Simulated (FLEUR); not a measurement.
**Lu: 7 runs along one coordinate**

System: Lu (2 atoms in the cell).
Method: Kohn-Sham DFT of a periodic cell, PBE, all-electron, no spin polarisation (FLEUR MaX-R8.1 (later development tree)).

The 7 runs differ only in the geometry, by an even scaling of the cell at fixed fractional positions. The structure derives from an entry of the Crystallography Open Database.

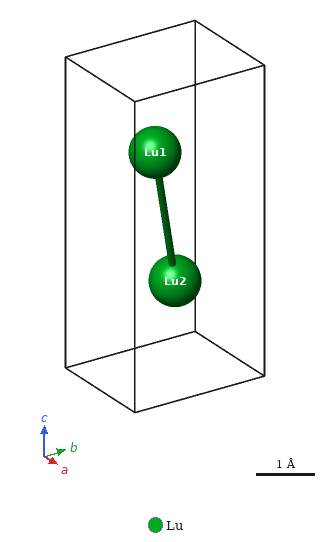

Figure 1. The structure of run 4 (ball-and-stick view of the cell of the calculation, seen slightly off an axis; atoms are numbered from 1 in the order of the input). An atom can appear more than once, as a periodic image.

**Input of run 4**
```
<?xml version="1.0" encoding="UTF-8" standalone="no"?>
<fleurInput fleurInputVersion="0.39">
   <comment>
      Lu                                                                                                  
   </comment>
   <calculationSetup>
      <cutoffs Kmax="4.1" Gmax="12.7" GmaxXC="12.7" numbands="0"/>
      <scfLoop itmax="60" minDistance="0.00001" maxIterBroyd="15" imix="Anderson" alpha="0.05" precondParam="0.0" spinf="2.0" sdNocoIR="T"/>
      <coreElectrons ctail="T" frcor="F" kcrel="0" coretail_lmax="0"/>
      <xcFunctional name="pbe" relativisticCorrections="F"/>
      <magnetism jspins="1"/>
      <soc l_soc="F" theta="0.0" phi="0.0" spav="F"/>
      <expertModes spex="0" secvar="F"/>
      <geometryOptimization l_f="T" forcealpha="1.0" forcemix="BFGS" epsdisp="0.0005" epsforce="0.0002"/>
      <ldaU l_linMix="F" mixParam="0.05" spinf="1.0"/>
   </calculationSetup>
   <cell>
      <bzIntegration valenceElectrons="50.0" mode="hist" fermiSmearingEnergy="0.00183747">
         <kPointListSelection listName="default-1"/>
         <!-- k-points included here -->
         <xi:include xmlns:xi="http://www.w3.org/2001/XInclude" href="kpts.xml"> </xi:include>
      </bzIntegration>
      <!-- symmetry operations included here -->
      <xi:include xmlns:xi="http://www.w3.org/2001/XInclude" href="sym.xml"> </xi:include>
      <bulkLattice scale="1.0">
         <bravaisMatrix>
            <row-1>    6.6198995870862598     0.0000000000000000     0.0000000000000000</row-1>
            <row-2>   -3.3099497935431299     5.7330012129239813     0.0000000000000000</row-2>
            <row-3>    0.0000000000000000     0.0000000000000000    10.4896807450421399</row-3>
         </bravaisMatrix>
      </bulkLattice>
   </cell>
   <atomSpecies>
      <species name="Lutetium (Lu)" element="Lu" atomicNumber="71">
         <mtSphere radius="2.66" gridPoints="879" logIncrement="0.015"/>
         <atomicCutoffs lmax="10" lnonsphr="10"/>
         <electronConfig flipSpins="F">
            <coreConfig>(1s1/2) (2s1/2) (2p1/2) (2p3/2) (3s1/2) (3p1/2) (3p3/2) (4s1/2) (3d3/2) (3d5/2) (4p1/2) (4p3/2) (4d3/2) (4d5/2)</coreConfig>
            <valenceConfig>(5s1/2) (5p1/2) (5p3/2) (6s1/2) (4f5/2) (4f7/2) (5d3/2) (5d5/2)</valenceConfig>
            <stateOccupation state="(5d3/2)" spinUp="0.200000" spinDown="0.200000"/>
            <stateOccupation state="(5d5/2)" spinUp="0.300000" spinDown="0.300000"/>
         </electronConfig>
         <energyParameters s="6" p="6" d="5" f="4"/>
         <lo type="SCLO" l="0" n="5" eDeriv="0"/>
         <lo type="SCLO" l="1" n="5" eDeriv="0"/>
         <lo type="SCLO" l="2" n="5" eDeriv="2"/>
         <lo type="SCLO" l="3" n="4" eDeriv="2"/>
      </species>
   </atomSpecies>
   <atomGroups>
      <atomGroup species="Lutetium (Lu)">
         <relPos label="                   1">-1.000/3.000 1.000/3.000 -1.000/4.000</relPos>
         <relPos label="                   2">1.000/3.000 -1.000/3.000 1.000/4.000</relPos>
         <force calculate="T" relaxXYZ="TTT"/>
      </atomGroup>
   </atomGroups>
   <output dos="F" band="F" slice="F">
      <checks vchk="F" cdinf="F"/>
      <bandDOS minEnergy="-.5*Htr" maxEnergy="0.5*Htr" sigma="0.015" storeEVData="T"/>
      <vacuumDOS vacdos="F" integ="F" star="F" nstars="0" locx1="0.0" locy1="0.0" locx2="0.0" locy2="0.0" nstm="0" tworkf="0.0"/>
      <unfoldingBand unfoldBand="F" supercellX="1" supercellY="1" supercellZ="1"/>
      <plotting iplot="0" polar="F">
         <plot TwoD="T" vec1="  1.0  0.0  0.0" vec2="  0.0  1.0  0.0" vec3="  0.0  0.0  1.0" zero="  0.0  0.0  0.0" file="plot"/>
      </plotting>
      <chargeDensitySlicing numkpt="0" minEigenval="0.0" maxEigenval="0.0" nnne="0" pallst="F"/>
      <specialOutput eonly="F"/>
      <moessbauerParams electricFieldGradient="T" isomerShift="T" coreHyperfine="T" valenceHyperfine="T"/>
      <magneticCircularDichroism mcd="F" energyLo="-10.0" energyUp="0.0"/>
   </output>
  <!-- We include the file relax.xml here to enable relaxations (see documentation) -->
  <xi:include xmlns:xi="http://www.w3.org/2001/XInclude" href="relax.xml"> <xi:fallback/> </xi:include>
</fleurInput>
```

Command:
```bash
inpgen -f crystal.txt -profile fastHighL; fleur_MPI
```

Lattice vectors (Å) and fractional positions of run 4:
```
   3.503100    0.000000    0.000000
  -1.751550    3.033774    0.000000
   0.000000    0.000000    5.550900
Lu  0.666667  0.333333  0.750000
Lu  0.333333  0.666667  0.250000
```

Run 5 has the same physical settings and fractional positions; its lattice vectors (Å) are:
```
   3.526300    0.000000    0.000000
  -1.763150    3.053865    0.000000
   0.000000    0.000000    5.587662
```

**Results, with one run withheld**

```csv
run,volume per atom (Å³),"free energy per atom, from the lowest run given (meV)"
1,27.727,10.49
2,28.317,3.28
3,28.906,0.00
4,29.496,0.27
5,30.086,?
6,30.676,10.29
7,31.266,19.57
```

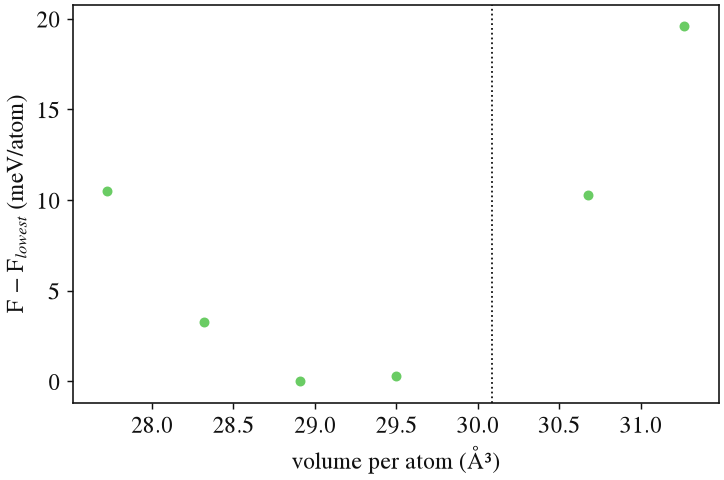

Figure 2. Free energy per atom of the runs given; the dotted line marks run 5.

Estimate the energy of run 5 from the others.

A cubic polynomial in V^(−2/3) (the Birch–Murnaghan form), fitted to the 6 runs given, misses them by at most 0.01 meV per atom. With x = V^(−2/3) − 0.10509 Å⁻², it reads F = −0.11536 − 812.38 x + 8.502e+05 x² − 2.6513e+06 x³ (meV per atom). At run 5 it gives 3.78 meV per atom, and the run itself gives 3.80. The fit has its minimum at 29.154 Å³ per atom, where V d²F/dV² gives 46.1 GPa. Cell shape and fractional positions are held, so this is the stiffness under even scaling; the relaxed bulk modulus wasn't computed.

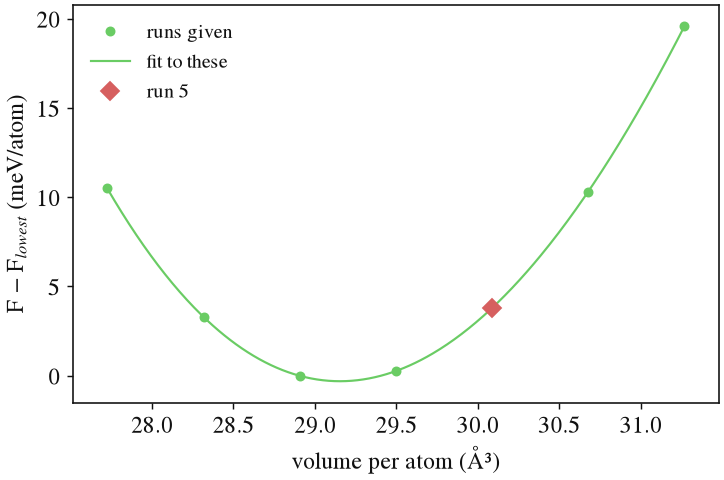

Figure 3. The fit and the withheld run.

**Output (run 5)**
```
Welcome to FLEUR        (www.flapw.de)
      MaX-Release 8.1          (www.max-centre.eu)

 ========== k-point set info ==========
 Selected k-point list: default-1
 k-point list type: mesh
 9 x 9 x 5
 Number of k points: 36

 ------------Calculation Setup---------------------------
 Number of MPI-tasks      :            1
 Number of PE/node        :            1
 Number of OMP-threads    :            1
 Most efficient MPI parallelization for:
           1           2           3           4           6           9          12          18          36
 Additional eigenvalue parallelization possible
 Number of basis functions:          550
 Approximate size of matrices (H+S) per k-point:         0.005 GB
 --------------------------------------------------------

 Iteration:     1   Distance:       6.77774988 me/bohr^3

 Iteration:     2   Distance:       5.99589188 me/bohr^3

 Iteration:     3   Distance:       3.63265196 me/bohr^3

 Iteration:     4   Distance:       0.99698140 me/bohr^3

 Iteration:     5   Distance:       0.96916834 me/bohr^3

 Iteration:     6   Distance:       0.37744277 me/bohr^3

 Iteration:     7   Distance:       0.36007523 me/bohr^3

 Iteration:     8   Distance:       0.02257901 me/bohr^3

 Iteration:     9   Distance:       0.01670095 me/bohr^3

 Iteration:    10   Distance:       0.00095890 me/bohr^3

 Iteration:    11   Distance:       0.00019932 me/bohr^3

 Iteration:    12   Distance:       0.00029351 me/bohr^3

 Iteration:    13   Distance:       0.00002843 me/bohr^3

 Iteration:    14   Distance:       0.00000147 me/bohr^3

 ********************************************************************
 Run finished successfully
 Stop message:
   all done
 ********************************************************************
```
